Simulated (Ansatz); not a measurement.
## Geometry relaxation, with input and output: C$_{11}$O (part 1 of 3)

The run: geometry relaxation of C$_{11}$O (slab, 12 atoms in the cell). Method and program: DFT PBEsol, scalar-relativistic, plane waves, PAW, no spin polarisation (Ansatz 0.2.0).

The structure derives from an entry of the Crystallography Open Database. The input holds or restrains some coordinates. Forces given for the steps count only the free coordinates. It belongs to a series of runs on one base structure; here: CO put at a hollow C-C site.

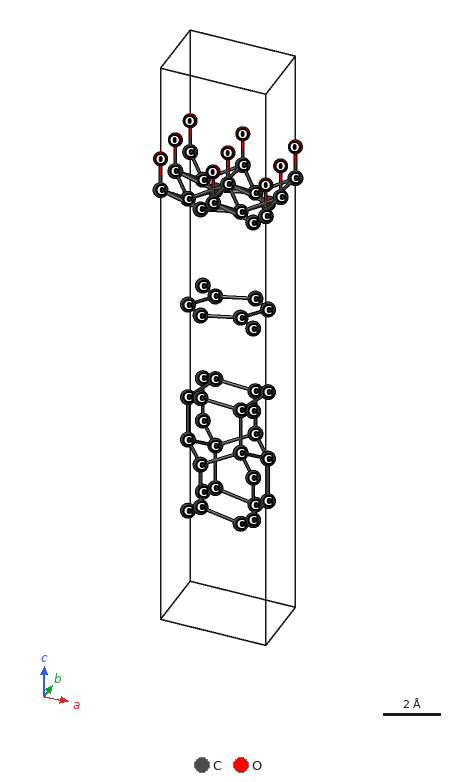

Fig. 1: The structure as given in the input (ball-and-stick view of the 2 × 2 repeat of the cell, with the vacuum cut short, seen slightly off an axis). An atom can appear more than once, as a periodic image.

**Input**
```yaml
crystal:
  lattice:
    - [2.4988149646, 0.0, 0.0]
    - [-1.2494074823, 2.1640372387, 0.0]
    - [0.0, 0.0, 28.9942861297]
  atoms:
    - { symbol: C, position: [0.3333333333, 0.6666666667, 0.2931612098] }
    - { symbol: C, position: [0.6666666667, 0.3333333333, 0.3111859602] }
    - { symbol: C, position: [0.6666666667, 0.3333333333, 0.3649138935] }
    - { symbol: C, position: [0.3333333333, 0.6666666667, 0.3829386438] }
    - { symbol: C, position: [0.3333333333, 0.6666666667, 0.4366665771] }
    - { symbol: C, position: [0.6666666667, 0.3333333333, 0.4489776095] }
    - { symbol: C, position: [0.6666666667, 0.3333333333, 0.5534986819] }
    - { symbol: C, position: [0.3333333333, 0.6666666667, 0.5537985066] }
    - { symbol: C, position: [0.3333333333, 0.6666666667, 0.6876438218] }
    - { symbol: C, position: [0.6666666667, 0.3333333333, 0.687645433] }
    - { symbol: C, position: [0.0, 0.0, 0.7090289565] }
    - { symbol: O, position: [0.0, 0.0, 0.7486919438] }
basis:
  ecutwfc: 420
kpoints:
  mp_grid: { grid: [12, 12, 1] }
hamiltonian:
  xc: pbesol
scf:
  occupations: { method: gaussian, width: 0.05 }
output:
  forces: true
  eigenvalues: true
  write_density: true
  write_potential: true
  elf: true
  volumetric_format: npy
relax:
  adjacent_minimum: "off"
  f_tol: 0.03
  max_steps: 70
  constraints: [{ sites: [0, 1, 2, 3, 4] }]
efield:
  axis: 3
  dipole_correction: true
  ramp_width: 0.04
```

Run on 2 threads of AMD EPYC (Zen 3), 192 GiB of memory available, shared host.

Run as:
```bash
ansatz run input.yaml --threads 2 --pin off --max-ram 5120MiB --backend cpu --events-out ev --progress --plain --runs-dir out
```

**Log**
```
Engine: ansatz 0.2.0, x86_64-unknown-linux-gnu
Pseudopotentials: kind: paw
Pseudopotential: C, paw, valence charge 4, recommended cutoff 420 eV (normal), C.paw.azcp
Pseudopotential: O, paw, valence charge 6, recommended cutoff 420 eV (normal), O.paw.azcp
Functional definition: PBEsol
  exchange = pbesol_x
  correlation = pbesol_c
Crystal: 12 atoms, lattice volume = 156.787 Å³
Basis set: ecut = 420 eV, 3031 PW (Γ), exchange–correlation on 36×36×400 points (8 copies of the dense FFT grid, shifted against one another)
Bands: 37, of which v1, the nominal top of the filled ones, is band 25 counted from 1 (24 counted from 0)
Symmetry: 6 space group operations
Space group: P3m1 (ITA 156), of the structure as read, at distance tolerance 5.4e-5 Å
k-points: 19 of 144 (time reversal used)
Non-local potential: C, projectors of the file, l = 0: 2, l = 1: 2, l = 2: 1
Non-local potential: O, projectors of the file, l = 0: 2, l = 1: 2, l = 2: 1
PAW form: soft (Blöchl's): semilocal exchange-correlation on the pseudo side does not see the compensation charge
PAW frozen core: C, regenerated for the run's functional, and the local potential with it (the file was generated under x = pbe(κ = 0.804, μ = 0.2195149727645171), c = pbe(β = 0.06672455060314922))
PAW frozen core: O, regenerated for the run's functional, and the local potential with it (the file was generated under x = pbe(κ = 0.804, μ = 0.2195149727645171), c = pbe(β = 0.06672455060314922))
PAW one-centre angular grid: C, 110 points (default); XC on 64 Gauss nodes
PAW one-centre angular grid: O, 110 points (default); XC on 64 Gauss nodes
Initial density: superposition of atomic densities (neutral atoms: chi_scale 0, normalization atom), corrected by the library's trained network
Initial wavefunctions: pseudopotential atomic-orbital guess
Functional: x = pbesol(κ = 0.804, μ = 0.12345679012345678), c = pbesol(β = 0.046)
SCF iter   1: F=—  HF=-3255.863239 eV  |F-HF|=—  |Δ(HF+E_count)|=         —  Δρ=3.78e-2  dr2=2.19e1  ethr=1.77e-3  p=0.078 e·Å  D=8.96e-2 V/Å  ΔV_dip=-2.60 eV  dr2_dipole=1.87e1  V_vac-E_F(+/−)=4.54/7.13 eV  ⟨swp⟩=9.1  Hψ=4402  notcnv=0  defer=47
efield: sawtooth ramp at fractional position 0.0009 (placed from the atoms, in the widest stretch of the axis that holds none; the zero of the levels goes with the place), width 0.0400; the density the first Hamiltonian is built on has a dipole p = 0.078 e·Å; the dipole correction subtracts the counter field D = 8.96e-2 V/Å, which shifts the + side's vacuum level by -2.60 eV against the − side's; the planar-averaged density in the ramp window peaks in size at 3.4e-4 e/Å³
preconditioner: auto → LDOS  [metal: Δε(μ)=0.058 eV  Ē_g=16.103 eV  σ=0.050 eV  W_gap=0.49  n_scr=20 (ndim 8)  ℏωp=20.9 eV  f_vac=0.469  D(μ)=2.78/eV (n_scr^D=16)  β→1.0]
SCF iter   2: F=—  HF=-3255.645372 eV  |F-HF|=—  |Δ(HF+E_count)|=   2.18e-1  Δρ=4.52e-2  dr2=3.12e1  ethr=1.77e-3  p=-0.111 e·Å  D=-1.28e-1 V/Å  ΔV_dip=3.70 eV  dr2_dipole=2.63e1  V_vac-E_F(+/−)=9.10/5.39 eV  ⟨swp⟩=4.1  Hψ=1648  notcnv=0  defer=113
SCF iter   3: F=—  HF=-3255.105129 eV  |F-HF|=—  |Δ(HF+E_count)|=   5.40e-1  Δρ=7.80e-3  dr2=1.28e0  ethr=1.77e-3  p=-0.045 e·Å  D=-5.14e-2 V/Å  ΔV_dip=1.49 eV  dr2_dipole=8.08e-1  V_vac-E_F(+/−)=7.77/6.28 eV  ⟨swp⟩=2.4  Hψ=1211  notcnv=0  defer=115
SCF iter   4: F=—  HF=-3255.107161 eV  |F-HF|=—  |Δ(HF+E_count)|=   2.03e-3  Δρ=8.66e-3  dr2=1.27e0  ethr=1.77e-3  p=-0.049 e·Å  D=-5.63e-2 V/Å  ΔV_dip=1.63 eV  dr2_dipole=2.45e-2  V_vac-E_F(+/−)=7.81/6.18 eV  ⟨swp⟩=2.3  Hψ=985  notcnv=0  defer=113
SCF iter   5: F=—  HF=-3255.060630 eV  |F-HF|=—  |Δ(HF+E_count)|=   4.65e-2  Δρ=4.13e-3  dr2=2.58e-1  ethr=1.77e-3  p=-0.054 e·Å  D=-6.22e-2 V/Å  ΔV_dip=1.80 eV  dr2_dipole=2.05e-1  V_vac-E_F(+/−)=7.89/6.08 eV  ⟨swp⟩=1.7  Hψ=866  notcnv=0  defer=104
SCF iter   6: F=—  HF=-3255.067950 eV  |F-HF|=—  |Δ(HF+E_count)|=   7.32e-3  Δρ=7.58e-3  dr2=5.65e-1  ethr=5.16e-4  p=-0.058 e·Å  D=-6.66e-2 V/Å  ΔV_dip=1.93 eV  dr2_dipole=4.26e-2  V_vac-E_F(+/−)=8.04/6.11 eV  ⟨swp⟩=2.1  Hψ=825  notcnv=0  defer=108
SCF iter   7: F=—  HF=-3255.056133 eV  |F-HF|=—  |Δ(HF+E_count)|=   1.18e-2  Δρ=3.98e-3  dr2=2.43e-1  ethr=5.16e-4  p=-0.050 e·Å  D=-5.78e-2 V/Å  ΔV_dip=1.68 eV  dr2_dipole=9.69e-2  V_vac-E_F(+/−)=7.82/6.14 eV  ⟨swp⟩=1.9  Hψ=774  notcnv=0  defer=109
SCF iter   8: F=—  HF=-3255.054225 eV  |F-HF|=—  |Δ(HF+E_count)|=   1.91e-3  Δρ=1.69e-3  dr2=8.02e-2  ethr=4.85e-4  p=-0.053 e·Å  D=-6.17e-2 V/Å  ΔV_dip=1.79 eV  dr2_dipole=6.52e-2  V_vac-E_F(+/−)=7.85/6.06 eV  ⟨swp⟩=1.5  Hψ=744  notcnv=0  defer=110
SCF iter   9: F=—  HF=-3255.052268 eV  |F-HF|=—  |Δ(HF+E_count)|=   1.96e-3  Δρ=7.86e-4  dr2=9.27e-3  ethr=1.60e-4  p=-0.052 e·Å  D=-5.99e-2 V/Å  ΔV_dip=1.74 eV  dr2_dipole=5.88e-3  V_vac-E_F(+/−)=7.81/6.07 eV  ⟨swp⟩=1.9  Hψ=746  notcnv=0  defer=110
SCF iter  10: F=—  HF=-3255.051915 eV  |F-HF|=—  |Δ(HF+E_count)|=   3.53e-4  Δρ=2.65e-4  dr2=6.84e-4  ethr=1.85e-5  p=-0.051 e·Å  D=-5.92e-2 V/Å  ΔV_dip=1.72 eV  dr2_dipole=2.85e-5  V_vac-E_F(+/−)=7.80/6.08 eV  ⟨swp⟩=1.8  Hψ=921  notcnv=0  defer=109
SCF iter  11: F=—  HF=-3255.051941 eV  |F-HF|=—  |Δ(HF+E_count)|=   2.62e-5  Δρ=1.22e-4  dr2=6.15e-4  ethr=1.37e-6  p=-0.051 e·Å  D=-5.87e-2 V/Å  ΔV_dip=1.70 eV  dr2_dipole=3.55e-4  V_vac-E_F(+/−)=7.79/6.08 eV  ⟨swp⟩=1.8  Hψ=774  notcnv=0  defer=109
SCF iter  12: F=—  HF=-3255.051936 eV  |F-HF|=—  |Δ(HF+E_count)|=   5.20e-6  Δρ=4.35e-5  dr2=2.97e-5  ethr=1.23e-6  p=-0.051 e·Å  D=-5.86e-2 V/Å  ΔV_dip=1.70 eV  dr2_dipole=7.36e-6  V_vac-E_F(+/−)=7.79/6.09 eV  ⟨swp⟩=1.2  Hψ=601  notcnv=0  defer=109
SCF iter  13: F=-3255.051922 eV  HF=-3255.051936 eV  |F-HF|=1.43e-5  |Δ(HF+E_count)|=   3.88e-8  Δρ=2.65e-5  dr2=9.32e-6  ethr=4.50e-8  p=-0.051 e·Å  D=-5.86e-2 V/Å  ΔV_dip=1.70 eV  dr2_dipole=5.85e-6  V_vac-E_F(+/−)=7.79/6.09 eV  ⟨swp⟩=29.7  Hψ=8787  notcnv=0
SCF 1 converged in 13 iterations: F = -3255.051922 eV  dr2 = 9.32e-6
  greatest PAW one-centre occupation: 0.894 electrons in one spin orbital (limit 2), on the O atom at site 11 (counted from 0), in its partial waves of l = 0
relax step   1: F+E_penalty+E_count = -3255.05192178 eV  Δ(F+E_penalty+E_count) = +0.000e0 eV  max|allowed force component| = 9.380e0 eV/Å  Δτ_max = 0.0000 Å  (13 SCF iters, dr2 threshold 2.25e-5 eV, accepted)
Initial density: handed on by an earlier stage of this run
Initial wavefunctions: those handed on with the density
iter 1 solved again at ethr=2.96e-3 eV; its pass at ethr=3.10e-3 eV (dr2=1.48e0 eV) is discarded
SCF iter   1: F=—  HF=-3257.273111 eV  |F-HF|=—  |Δ(HF+E_count)|=         —  Δρ=2.00e-2  dr2=1.49e0  ethr=2.96e-3  p=-0.051 e·Å  D=-5.86e-2 V/Å  ΔV_dip=1.70 eV  dr2_dipole=6.15e-1  V_vac-E_F(+/−)=7.74/6.04 eV  ⟨swp⟩=1.1  Hψ=3342  notcnv=0  defer=39
efield: sawtooth ramp at fractional position 0.0009 (handed on by an earlier solve), width 0.0400; the density the first Hamiltonian is built on has a dipole p = -0.051 e·Å; the dipole correction subtracts the counter field D = -5.86e-2 V/Å, which shifts the + side's vacuum level by +1.70 eV against the − side's; the planar-averaged density in the ramp window peaks in size at 1.8e-6 e/Å³
preconditioner: auto → LDOS  [metal: Δε(μ)=0.037 eV  Ē_g=15.840 eV  σ=0.050 eV  W_gap=0.38  n_scr=20 (ndim 8)  ℏωp=21.0 eV  f_vac=0.448  D(μ)=3.64/eV (n_scr^D=18)  β→1.0]
SCF iter   2: F=—  HF=-3257.275563 eV  |F-HF|=—  |Δ(HF+E_count)|=   2.45e-3  Δρ=1.28e-2  dr2=1.32e0  ethr=2.96e-3  p=-0.067 e·Å  D=-7.77e-2 V/Å  ΔV_dip=2.25 eV  dr2_dipole=5.21e-1  V_vac-E_F(+/−)=8.28/6.03 eV  ⟨swp⟩=3.3  Hψ=1286  notcnv=0  defer=43
SCF iter   3: F=—  HF=-3257.122504 eV  |F-HF|=—  |Δ(HF+E_count)|=   1.53e-1  Δρ=2.70e-3  dr2=1.83e-1  ethr=2.64e-3  p=-0.058 e·Å  D=-6.71e-2 V/Å  ΔV_dip=1.94 eV  dr2_dipole=1.19e-1  V_vac-E_F(+/−)=8.00/6.06 eV  ⟨swp⟩=2.4  Hψ=1206  notcnv=0  defer=67
SCF iter   4: F=—  HF=-3257.212847 eV  |F-HF|=—  |Δ(HF+E_count)|=   9.03e-2  Δρ=1.16e-2  dr2=6.60e0  ethr=3.66e-4  p=-0.046 e·Å  D=-5.35e-2 V/Å  ΔV_dip=1.55 eV  dr2_dipole=4.65e0  V_vac-E_F(+/−)=7.81/6.26 eV  ⟨swp⟩=3.0  Hψ=1174  notcnv=0  defer=96  recentre
SCF iter   5: F=—  HF=-3257.123816 eV  |F-HF|=—  |Δ(HF+E_count)|=   8.90e-2  Δρ=4.76e-3  dr2=4.41e-1  ethr=3.66e-4  p=-0.055 e·Å  D=-6.38e-2 V/Å  ΔV_dip=1.85 eV  dr2_dipole=1.84e-1  V_vac-E_F(+/−)=7.88/6.03 eV  ⟨swp⟩=2.3  Hψ=1240  notcnv=0  defer=94
SCF iter   6: F=—  HF=-3257.120462 eV  |F-HF|=—  |Δ(HF+E_count)|=   3.35e-3  Δρ=1.43e-3  dr2=6.72e-2  ethr=3.66e-4  p=-0.055 e·Å  D=-6.37e-2 V/Å  ΔV_dip=1.85 eV  dr2_dipole=5.75e-2  V_vac-E_F(+/−)=7.91/6.06 eV  ⟨swp⟩=1.0  Hψ=600  notcnv=0  defer=92
SCF iter   7: F=—  HF=-3257.120783 eV  |F-HF|=—  |Δ(HF+E_count)|=   3.21e-4  Δρ=8.72e-4  dr2=3.25e-2  ethr=1.34e-4  p=-0.052 e·Å  D=-6.02e-2 V/Å  ΔV_dip=1.75 eV  dr2_dipole=2.31e-2  V_vac-E_F(+/−)=7.84/6.10 eV  ⟨swp⟩=1.2  Hψ=588  notcnv=0  defer=99
SCF iter   8: F=—  HF=-3257.120662 eV  |F-HF|=—  |Δ(HF+E_count)|=   1.21e-4  Δρ=3.32e-4  dr2=4.59e-3  ethr=6.49e-5  p=-0.053 e·Å  D=-6.08e-2 V/Å  ΔV_dip=1.76 eV  dr2_dipole=3.21e-3  V_vac-E_F(+/−)=7.85/6.09 eV  ⟨swp⟩=1.3  Hψ=638  notcnv=0  defer=99
SCF iter   9: F=—  HF=-3257.120635 eV  |F-HF|=—  |Δ(HF+E_count)|=   2.67e-5  Δρ=1.13e-4  dr2=2.80e-4  ethr=9.18e-6  p=-0.053 e·Å  D=-6.07e-2 V/Å  ΔV_dip=1.76 eV  dr2_dipole=1.69e-4  V_vac-E_F(+/−)=7.85/6.08 eV  ⟨swp⟩=1.9  Hψ=751  notcnv=0  defer=99
SCF iter  10: F=-3257.120634 eV  HF=-3257.120635 eV  |F-HF|=6.94e-7  |Δ(HF+E_count)|=   3.75e-7  Δρ=2.12e-5  dr2=1.91e-6  ethr=2.00e-7  p=-0.053 e·Å  D=-6.09e-2 V/Å  ΔV_dip=1.77 eV  dr2_dipole=2.49e-7  V_vac-E_F(+/−)=7.85/6.08 eV  ⟨swp⟩=27.9  Hψ=8840  notcnv=0
SCF 2 converged in 10 iterations: F = -3257.120634 eV  dr2 = 1.91e-6
  greatest PAW one-centre occupation: 0.888 electrons in one spin orbital (limit 2), on the O atom at site 11 (counted from 0), in its partial waves of l = 0
relax step   2: F+E_penalty+E_count = -3257.12063414 eV  Δ(F+E_penalty+E_count) = -2.069e0 eV  max|allowed force component| = 1.078e1 eV/Å  Δτ_max = 0.1126 Å  (10 SCF iters, dr2 threshold 1.00e-4 eV, accepted)
[... from here on the SCF iterations and repeated set-up lines of each step are left out, up to the last step ...]
SCF 3 converged in 11 iterations: F = -3260.629427 eV  dr2 = 1.05e-5
relax step   3: F+E_penalty+E_count = -3260.62942692 eV  Δ(F+E_penalty+E_count) = -3.509e0 eV  max|allowed force component| = 1.163e1 eV/Å  Δτ_max = 0.1950 Å  (11 SCF iters, dr2 threshold 1.00e-4 eV, accepted)
SCF 4 converged in 10 iterations: F = -3262.685844 eV  dr2 = 6.92e-6
relax step   4: F+E_penalty+E_count = -3262.68584442 eV  Δ(F+E_penalty+E_count) = -2.056e0 eV  max|allowed force component| = 1.265e1 eV/Å  Δτ_max = 0.1955 Å  (10 SCF iters, dr2 threshold 1.00e-4 eV, accepted)
SCF 5 converged in 16 iterations: F = -3264.875700 eV  dr2 = 2.31e-6
relax step   5: F+E_penalty+E_count = -3264.87570040 eV  Δ(F+E_penalty+E_count) = -2.190e0 eV  max|allowed force component| = 8.297e0 eV/Å  Δτ_max = 0.2000 Å  (16 SCF iters, dr2 threshold 1.00e-4 eV, accepted)
SCF 6 converged in 11 iterations: F = -3265.860192 eV  dr2 = 4.74e-5
relax step   6: F+E_penalty+E_count = -3265.86019151 eV  Δ(F+E_penalty+E_count) = -9.845e-1 eV  max|allowed force component| = 5.140e0 eV/Å  Δτ_max = 0.1946 Å  (11 SCF iters, dr2 threshold 1.00e-4 eV, accepted)
SCF 7 converged in 10 iterations: F = -3266.286422 eV  dr2 = 1.59e-5
relax step   7: F+E_penalty+E_count = -3266.28642187 eV  Δ(F+E_penalty+E_count) = -4.262e-1 eV  max|allowed force component| = 2.140e0 eV/Å  Δτ_max = 0.1945 Å  (10 SCF iters, dr2 threshold 1.00e-4 eV, accepted)
SCF 8 converged in 12 iterations: F = -3266.443946 eV  dr2 = 4.63e-5
relax step   8: F+E_penalty+E_count = -3266.44394639 eV  Δ(F+E_penalty+E_count) = -1.575e-1 eV  max|allowed force component| = 6.630e-1 eV/Å  Δτ_max = 0.1938 Å  (12 SCF iters, dr2 threshold 1.00e-4 eV, accepted)
SCF 9 converged in 9 iterations: F = -3266.506094 eV  dr2 = 2.62e-5
relax step   9: F+E_penalty+E_count = -3266.50609405 eV  Δ(F+E_penalty+E_count) = -6.215e-2 eV  max|allowed force component| = 2.202e-1 eV/Å  Δτ_max = 0.2000 Å  (9 SCF iters, dr2 threshold 4.22e-5 eV, accepted)
SCF 10 converged in 11 iterations: F = -3266.536394 eV  dr2 = 1.02e-9
relax step  10: F+E_penalty+E_count = -3266.53639401 eV  Δ(F+E_penalty+E_count) = -3.030e-2 eV  max|allowed force component| = 1.662e-1 eV/Å  Δτ_max = 0.2000 Å  (11 SCF iters, dr2 threshold 4.65e-6 eV, accepted)
SCF 11 converged in 11 iterations: F = -3266.555126 eV  dr2 = 1.65e-8
relax step  11: F+E_penalty+E_count = -3266.55512627 eV  Δ(F+E_penalty+E_count) = -1.873e-2 eV  max|allowed force component| = 1.725e-1 eV/Å  Δτ_max = 0.1942 Å  (11 SCF iters, dr2 threshold 3.05e-6 eV, accepted)
SCF 12 converged in 8 iterations: F = -3266.568540 eV  dr2 = 5.59e-6
relax step  12: F+E_penalty+E_count = -3266.56853976 eV  Δ(F+E_penalty+E_count) = -1.341e-2 eV  max|allowed force component| = 5.450e-2 eV/Å  Δτ_max = 0.2000 Å  (8 SCF iters, dr2 threshold 1.70e-5 eV, accepted)
SCF 13 converged in 12 iterations: F = -3266.577011 eV  dr2 = 8.79e-9
relax step  13: F+E_penalty+E_count = -3266.57701130 eV  Δ(F+E_penalty+E_count) = -8.472e-3 eV  max|allowed force component| = 9.463e-2 eV/Å  Δτ_max = 0.1951 Å  (12 SCF iters, accepted)
SCF 14 converged in 11 iterations: F = -3266.582307 eV  dr2 = 9.05e-9
relax step  14: F+E_penalty+E_count = -3266.58230711 eV  Δ(F+E_penalty+E_count) = -5.296e-3 eV  max|allowed force component| = 4.537e-2 eV/Å  Δτ_max = 0.1954 Å  (11 SCF iters, accepted)
SCF 15 converged in 12 iterations: F = -3266.584091 eV  dr2 = 8.95e-10
relax step  15: F+E_penalty+E_count = -3266.58409104 eV  Δ(F+E_penalty+E_count) = -1.784e-3 eV  max|allowed force component| = 9.550e-2 eV/Å  Δτ_max = 0.1924 Å  (12 SCF iters, accepted)
SCF 16 converged in 9 iterations: F = -3266.585933 eV  dr2 = 4.19e-8
relax step  16: F+E_penalty+E_count = -3266.58593263 eV  Δ(F+E_penalty+E_count) = -1.842e-3 eV  max|allowed force component| = 4.104e-2 eV/Å  Δτ_max = 0.1527 Å  (9 SCF iters, dr2 threshold 2.10e-6 eV, accepted)
SCF 17 converged in 10 iterations: F = -3266.586104 eV  dr2 = 6.57e-9
```
